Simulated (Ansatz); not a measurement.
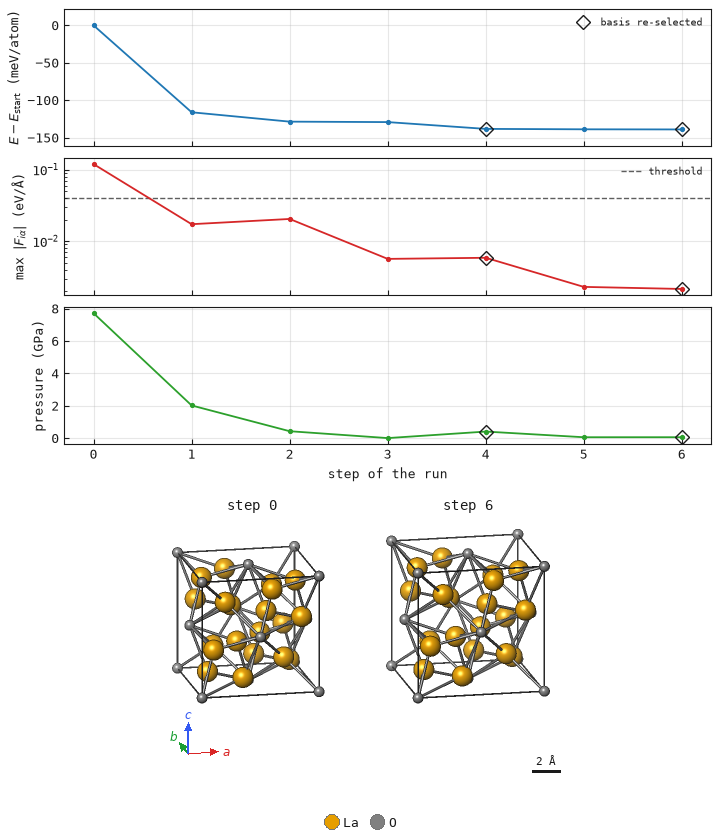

First and last geometry of a relaxation of a crystal of La₅O (a generated structure, set up in F-43m) (coarse preliminary run), with the history of the run. A ball-and-stick model of the conventional cell (4 times the calculation's cell), seen slightly off an axis. Lengths and directions refer to the drawn axes.

These are results of DFT PBE, scalar-relativistic, plane waves, PAW in Ansatz 0.2.0, not measurements. Settings: plane-wave cutoff 420 eV; k-point mesh 4 × 4 × 4; occupations gaussian; smearing width 0.1 eV; no spin polarisation; cell and atoms relaxed; force threshold 0.04 eV/Å; at most 70 steps.

Question: Did the run converge, and what did it change?

Answer: It converged. Over 4 accepted moves (6 points after the start) the energy falls by 139 meV per atom. Largest force component: 0.12 eV/Å at the start, 0.0022 eV/Å at the end. The pressure goes from 7.72 to 0.06 GPa. At 2 points the geometry stayed and the basis and grid were re-selected for the new cell (energy shift of 9.1 meV per atom at most each time). The largest moves relative to the cell, 0.014 Å, are those of La atoms. O stays in place. The volume changes by +25.9 %, with a = b = c 8.594 → 9.280 Å (+8.0 %). Some distances before and after: La–O 3.721 → 4.018 Å, La–O 3.563 → 3.850 Å, La–La 3.563 → 3.845 Å, La–La 3.038 → 3.304 Å. The space group stays F-43m (No. 216). The run took 84 s on 1 thread of Intel(R) Xeon(R) Processor @ 2.50GHz (Skylake/Cascade Lake), with other jobs on the host, peak memory 0.43 GiB.
